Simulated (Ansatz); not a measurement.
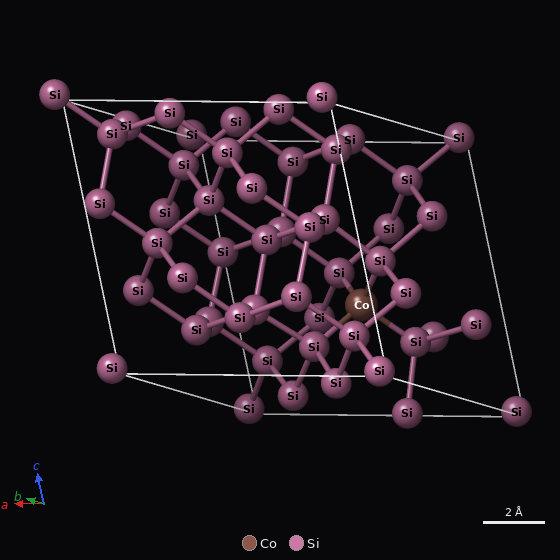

We look at a ball-and-stick model of the crystal from a general direction. The outline marks the supercell. The host is Si, in a cell of 36 sites, and the cell carries a charge of -1.

**Spot the defect.**

Cobalt on a silicon site (a substitutional impurity). It is bonded to four Si in a tetrahedral arrangement at about 2.2 Å.

The calculation used DFT PBE, scalar-relativistic, plane waves, PAW (Ansatz 0.2.0), with a cutoff energy of 420 eV, 2×2×2 k-mesh, Gaussian smearing of 0.02 eV, collinear spins.

**Does a spin moment come with the defect?**

No net moment.

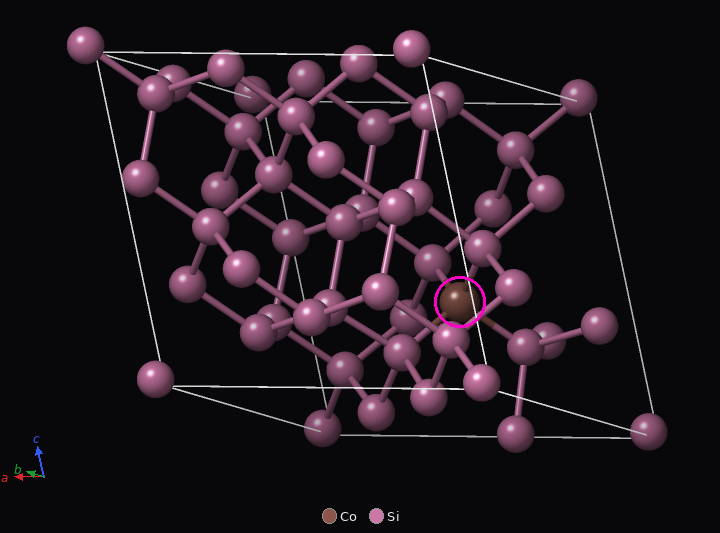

The same cell with a ring at the defect's site.

The atoms were relaxed in the host's cell with Ansatz, DFT PBE, scalar-relativistic, plane waves, PAW.
